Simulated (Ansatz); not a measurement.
# Two runs on CoO

System: CoO (Fm-3m, 2 atoms in the cell).
Method of run A: Kohn-Sham DFT of a periodic cell, PBEsol, all-electron LAPW, scalar-relativistic, spin-polarised (Ansatz 0.2.0).

The structure derives from an entry of the Crystallography Open Database. Text and figures count atoms from 1; the logs count them from 0 in places.

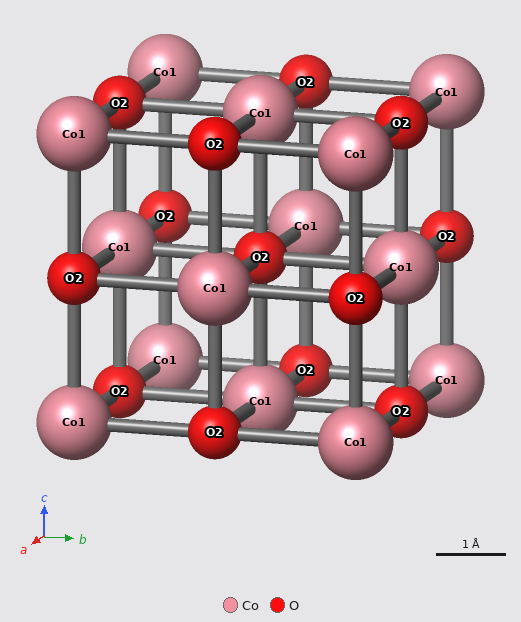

Fig. 1: The structure as given in the input (ball-and-stick view of the cell 4 times as large as that of the calculation, set on its symmetry axes, seen slightly off an axis; atoms are numbered from 1 in the order of the input). An atom can appear more than once, as a periodic image. Near neighbours in the periodic cell (some may lie outside the picture): Co has 6 O at 2.15 Å; O has 6 Co at 2.15 Å.

**Input file, run A**
```yaml
crystal:
  lattice:
    - [0.0, 2.1456163054, 2.1456163054]
    - [2.1456163054, 0.0, 2.1456163054]
    - [2.1456163054, 2.1456163054, 0.0]
  atoms:
    - { symbol: Co, position: [0.0, 0.0, 0.0], spin: 2.0 }
    - { symbol: O, position: [0.5, 0.5, 0.5] }
kpoints:
  mp_grid: { grid: [11, 11, 11] }
scf:
  occupations: { method: fermi_dirac, width: 0.05 }
hamiltonian:
  xc: pbesol
  pseudopotentials: { kind: all_electron, lapw: { basis_error: 0.001 } }
magnetization:
  spin_polarized: true
output:
  forces: true
  stress: true
  eigenvalues: true
```

Launched with:
```bash
ansatz run input.yaml --threads 2 --pin off --max-ram 6144MiB --backend cpu --events-out ev --progress --plain --runs-dir out
```

Hardware: 2 threads of Arm Neoverse V1, 112 GiB of memory available, shared host.

**Output, shortened to warnings, some set-up lines, iterations and results (run A)**
```
Basis set: ecut = 354.4067233660953 eV, 307 PW (Γ), exchange–correlation at level 2
Symmetry: 48 space group operations
k-points: 56 of 1331
Initial density: superposition of atomic densities (chi_scale 0.1, normalization cell, long waves kept (reshape's long-wave potential 0.00 eV rms))
[...]
SCF iter   1: F=—  HF=-39925.409919 eV  |F-HF|=—  |Δ(HF+E_count)|=         —  Δρ=5.79e-2 (↑5.35e-2 ↓5.79e-2)  dr2=1.46e0  dr2_m=2.63e-1  M=3.000 μB ∫|m|=3.002 μB  β_m=0.30  …
SCF iter   2: F=—  HF=-39924.685863 eV  |F-HF|=—  |Δ(HF+E_count)|=   7.24e-1  Δρ=3.30e-2 (↑3.30e-2 ↓2.90e-2)  dr2=3.13e-1  dr2_m=1.14e-1  M=2.993 μB ∫|m|=2.995 μB  β_m=0.47  …
SCF iter   3: F=—  HF=-39924.722525 eV  |F-HF|=—  |Δ(HF+E_count)|=   3.67e-2  Δρ=2.04e-2 (↑1.80e-2 ↓2.04e-2)  dr2=2.74e-1  dr2_m=1.57e-2  M=3.000 μB ∫|m|=3.009 μB  β_m=0.47  …
SCF iter   4: F=—  HF=-39924.628030 eV  |F-HF|=—  |Δ(HF+E_count)|=         —  Δρ=5.08e-3 (↑3.83e-3 ↓5.08e-3)  dr2=3.31e-3  dr2_m=2.42e-3  M=2.967 μB ∫|m|=2.979 μB  β_m=0.47  …
SCF iter   5: F=—  HF=-39924.636703 eV  |F-HF|=—  |Δ(HF+E_count)|=         —  Δρ=3.69e-3 (↑3.69e-3 ↓2.33e-3)  dr2=8.45e-3  dr2_m=2.49e-4  M=2.990 μB ∫|m|=3.005 μB  β_m=0.42  …
SCF iter   6: F=—  HF=-39924.630605 eV  |F-HF|=—  |Δ(HF+E_count)|=   6.10e-3  Δρ=1.78e-3 (↑1.78e-3 ↓1.43e-3)  dr2=3.55e-4  dr2_m=3.60e-4  M=2.979 μB ∫|m|=2.994 μB  β_m=0.58  …
SCF iter   7: F=—  HF=-39924.631913 eV  |F-HF|=—  |Δ(HF+E_count)|=   1.31e-3  Δρ=6.65e-4 (↑6.65e-4 ↓3.72e-4)  dr2=6.27e-5  dr2_m=3.84e-5  M=2.980 μB ∫|m|=2.996 μB  β_m=0.62  …
SCF iter   8: F=—  HF=-39924.631988 eV  |F-HF|=—  |Δ(HF+E_count)|=   7.51e-5  Δρ=1.63e-4 (↑9.78e-5 ↓1.63e-4)  dr2=7.19e-7  dr2_m=2.93e-6  M=2.979 μB ∫|m|=2.996 μB  β_m=0.64  …
SCF iter   9: F=—  HF=-39924.631993 eV  |F-HF|=—  |Δ(HF+E_count)|=   5.27e-6  Δρ=3.61e-5 (↑3.02e-5 ↓3.61e-5)  dr2=5.76e-8  dr2_m=1.85e-7  M=2.979 μB ∫|m|=2.996 μB  β_m=0.73  …
SCF iter  10: F=—  HF=-39924.631994 eV  |F-HF|=—  |Δ(HF+E_count)|=   1.04e-6  Δρ=6.95e-6 (↑6.95e-6 ↓6.82e-6)  dr2=1.62e-9  dr2_m=7.46e-9  M=2.979 μB ∫|m|=2.996 μB  β_m=0.86  …
SCF iter  11: F=-39924.631994 eV  HF=-39924.631994 eV  |F-HF|=8.42e-9  |Δ(HF+E_count)|=   5.29e-8  Δρ=1.99e-6 (↑1.64e-6 ↓1.99e-6)  dr2=2.43e-9  dr2_m=9.51e-11  M=2.979 μB …
SCF 1 converged in 11 iterations: F = -39924.631994 eV  dr2 = 2.43e-9
SCF converged after 11 iterations
Magnetization: 2.9795 μB (13.9897 up, 11.0103 down)
Absolute magnetization: 2.9964 μB (∫|ρ↑−ρ↓|)
Spin contamination: 0.0071 ħ² per cell (⟨S²⟩ above its minimum at these occupations)
Per-site moments (μB) at R_I (Å): [(2.6178980169300665, 1.1719595780498466), (0.3441919583755677, 0.9736566953779788)]
Free energy (F): -39924.631994 eV
Harris-Foulkes:  -39924.631994 eV  (|F-HF|=8.42e-9)
Internal energy: -39924.599945 eV  (E = F + TS)
E sigma→0 (E₀):  -39924.615969 eV
Entropy (-TS):   -0.032049 eV (-16.025 meV/atom)
Fermi energy:    13.609404 eV
--- Per-component energies (eV) ---
  E_band       = -1292.805964
  E_kinetic    = 40474.563615
  E_xc         = -1815.734940
  E_electrostatic = -78583.428619  (all electrons and nuclei)
  E_smearing   = -0.032049  (= −TS)
  E_closure    = 0.000000  (closes the sum)
  E_atoms      = -39909.458948  (free atoms, spherical and without spin; not in F)
  Σ components = -39924.631994   (vs F -39924.631994, Δ=0.00e0)
  Basis errors (estimates in eV, not in F): energy 3.6e-4 per atom: plane waves 3.2e-4 (1.8e-4 summed), levels above the bands 4.1e-133, relativity 5.2e-8, radial functions 3.8e-5, core shells 5.7e-9; eigenvalues (radial functions only) 1.2e-5; not estimated: angular momenta, meshes, grids; target …
--- Forces (eV/Å), atoms counted from 1 ---
  atom   1  Co    -0.00000000    -0.00000000    -0.00000000
  atom   2  O      0.00000000    -0.00000000     0.00000000
  max |Σ_I F_I| component: 3.48e-30 eV/Å
--- Stress (GPa, compression-positive) ---
      -13.752822       0.000000       0.000000
        0.000000     -13.752822      -0.000000
        0.000000      -0.000000     -13.752822
  P = ⅓ Tr σ = -13.7528 GPa (-137.528 kbar)
```

The input of run B differs as follows (lines with − go, lines with + come):
```diff
-  xc: pbesol
+  xc: lda
```

How does run B compare with run A?

The total energies belong to different methods, so their difference says nothing on which is more stable or more accurate. The pressure goes from −13.75 to −21.65 GPa. The functional changes from PBEsol to LDA. Along LDA, PBEsol, PBE and RPBE the binding weakens and the preferred volume grows, so the same cell is under more pressure with the later ones. The number of SCF iterations is the same.

**Output, shortened to warnings, some set-up lines, iterations and results (run B)**
```
Basis set: ecut = 354.29504591657565 eV, 307 PW (Γ), exchange–correlation at level 2
Symmetry: 48 space group operations
k-points: 56 of 1331
Initial density: superposition of atomic densities (chi_scale 0.1, normalization cell, long waves kept (reshape's long-wave potential 0.00 eV rms))
[...]
SCF iter   1: F=—  HF=-39889.651571 eV  |F-HF|=—  |Δ(HF+E_count)|=         —  Δρ=5.76e-2 (↑5.43e-2 ↓5.76e-2)  dr2=1.50e0  dr2_m=2.58e-1  M=3.000 μB ∫|m|=3.001 μB  β_m=0.30  …
SCF iter   2: F=—  HF=-39888.865841 eV  |F-HF|=—  |Δ(HF+E_count)|=   7.86e-1  Δρ=3.21e-2 (↑3.21e-2 ↓2.67e-2)  dr2=2.93e-1  dr2_m=1.01e-1  M=2.959 μB ∫|m|=2.960 μB  β_m=0.45  …
SCF iter   3: F=—  HF=-39888.791593 eV  |F-HF|=—  |Δ(HF+E_count)|=         —  Δρ=1.62e-2 (↑1.62e-2 ↓1.32e-2)  dr2=1.22e-1  dr2_m=1.76e-2  M=2.977 μB ∫|m|=2.984 μB  β_m=0.45  …
SCF iter   4: F=—  HF=-39888.769118 eV  |F-HF|=—  |Δ(HF+E_count)|=         —  Δρ=5.65e-3 (↑5.65e-3 ↓4.34e-3)  dr2=4.69e-3  dr2_m=3.09e-3  M=2.894 μB ∫|m|=2.901 μB  β_m=0.46  …
SCF iter   5: F=—  HF=-39888.773037 eV  |F-HF|=—  |Δ(HF+E_count)|=   3.92e-3  Δρ=5.24e-3 (↑5.24e-3 ↓4.13e-3)  dr2=1.07e-2  dr2_m=2.11e-3  M=2.946 μB ∫|m|=2.955 μB  β_m=0.50  …
SCF iter   6: F=—  HF=-39888.769217 eV  |F-HF|=—  |Δ(HF+E_count)|=   3.82e-3  Δρ=8.59e-4 (↑2.63e-4 ↓8.59e-4)  dr2=1.31e-4  dr2_m=4.81e-5  M=2.925 μB ∫|m|=2.936 μB  β_m=0.53  …
SCF iter   7: F=—  HF=-39888.769198 eV  |F-HF|=—  |Δ(HF+E_count)|=   1.81e-5  Δρ=3.30e-4 (↑1.02e-4 ↓3.30e-4)  dr2=1.93e-5  dr2_m=7.24e-6  M=2.928 μB ∫|m|=2.939 μB  β_m=0.70  …
SCF iter   8: F=—  HF=-39888.769204 eV  |F-HF|=—  |Δ(HF+E_count)|=   5.56e-6  Δρ=6.11e-5 (↑4.81e-5 ↓6.11e-5)  dr2=4.50e-7  dr2_m=4.43e-7  M=2.930 μB ∫|m|=2.941 μB  β_m=0.82  …
SCF iter   9: F=—  HF=-39888.769204 eV  |F-HF|=—  |Δ(HF+E_count)|=   4.72e-7  Δρ=3.27e-5 (↑1.39e-5 ↓3.27e-5)  dr2=2.26e-7  dr2_m=6.28e-8  M=2.930 μB ∫|m|=2.941 μB  β_m=0.91  …
SCF iter  10: F=—  HF=-39888.769204 eV  |F-HF|=—  |Δ(HF+E_count)|=   1.95e-8  Δρ=3.72e-6 (↑2.47e-6 ↓3.72e-6)  dr2=2.31e-9  dr2_m=1.34e-9  M=2.930 μB ∫|m|=2.941 μB  β_m=0.96  …
SCF iter  11: F=-39888.769204 eV  HF=-39888.769204 eV  |F-HF|=1.45e-9  |Δ(HF+E_count)|=  3.13e-10  Δρ=1.28e-6 (↑5.65e-7 ↓1.28e-6)  dr2=4.26e-10  dr2_m=9.36e-11  M=2.930 μB …
SCF 1 converged in 11 iterations: F = -39888.769204 eV  dr2 = 4.26e-10
SCF converged after 11 iterations
Magnetization: 2.9300 μB (13.9650 up, 11.0350 down)
Absolute magnetization: 2.9413 μB (∫|ρ↑−ρ↓|)
Spin contamination: 0.0074 ħ² per cell (⟨S²⟩ above its minimum at these occupations)
Per-site moments (μB) at R_I (Å): [(2.5548809342368575, 1.1720463900596079), (0.35205922977288795, 0.9735698833682176)]
Free energy (F): -39888.769204 eV
Harris-Foulkes:  -39888.769204 eV  (|F-HF|=1.45e-9)
Internal energy: -39888.735738 eV  (E = F + TS)
E sigma→0 (E₀):  -39888.752471 eV
Entropy (-TS):   -0.033467 eV (-16.733 meV/atom)
Fermi energy:    13.361168 eV
--- Per-component energies (eV) ---
  E_band       = -1291.922943
  E_kinetic    = 40420.069058
  E_xc         = -1778.704705
  E_electrostatic = -78530.100091  (all electrons and nuclei)
  E_smearing   = -0.033467  (= −TS)
  E_closure    = 0.000000  (closes the sum)
  E_atoms      = -39872.808796  (free atoms, spherical and without spin; not in F)
  Σ components = -39888.769204   (vs F -39888.769204, Δ=0.00e0)
  Basis errors (estimates in eV, not in F): energy 3.6e-4 per atom: plane waves 3.3e-4 (1.8e-4 summed), levels above the bands 2.8e-132, relativity 4.3e-9, radial functions 3.0e-5, core shells 7.3e-9; eigenvalues (radial functions only) 1.2e-5; not estimated: angular momenta, meshes, grids; target …
--- Forces (eV/Å), atoms counted from 1 ---
  atom   1  Co     0.00000000    -0.00000000    -0.00000000
  atom   2  O      0.00000000    -0.00000000     0.00000000
  max |Σ_I F_I| component: 2.71e-30 eV/Å
--- Stress (GPa, compression-positive) ---
      -21.649102      -0.000000       0.000000
       -0.000000     -21.649102      -0.000000
        0.000000      -0.000000     -21.649102
  P = ⅓ Tr σ = -21.6491 GPa (-216.491 kbar)
```

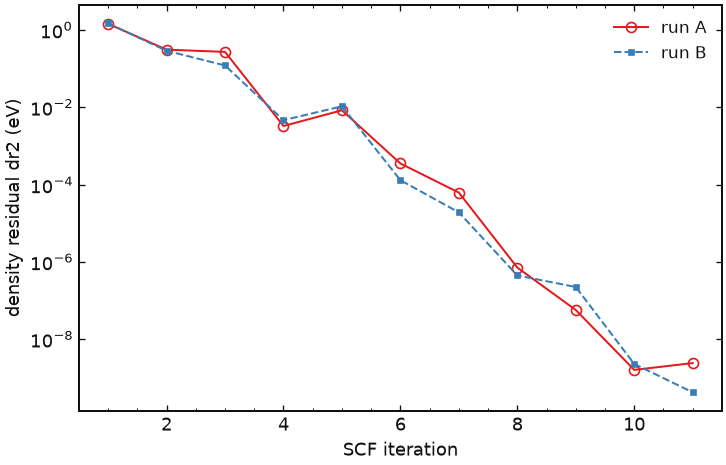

Fig. 2: Convergence of the two runs: density residual dr2 against the SCF iteration. Run A takes 11 iterations in all, and run B takes 11.

**The two runs side by side**

| quantity | run A | run B |
| --- | --- | --- |
| outcome | converged | converged |
| free energy per atom (eV) | −19962.3160 | −19944.3846 |
| energy per atom, smearing taken to zero (eV) | −19962.3080 | −19944.3762 |
| gap on the mesh (eV) | 0.00 | 0.00 |
| net moment of the cell (μB) | 2.98 | 2.93 |
| absolute moment of the cell (μB) | 3.00 | 2.94 |
| pressure (GPa) | −13.75 | −21.65 |
| largest force (eV/Å) | 0.000 | 0.000 |
| SCF iterations | 11 | 11 |
| irreducible k-points | 56 | 56 |
| plane waves at Γ | 307 | 307 |
| wall time (shared host) | 14 s | 13 s |

For run A: The cell is under a tension of 13.8 GPa at this level, so it is not at its equilibrium volume. For run B: The cell is under a tension of 22 GPa at this level, so it is not at its equilibrium volume.
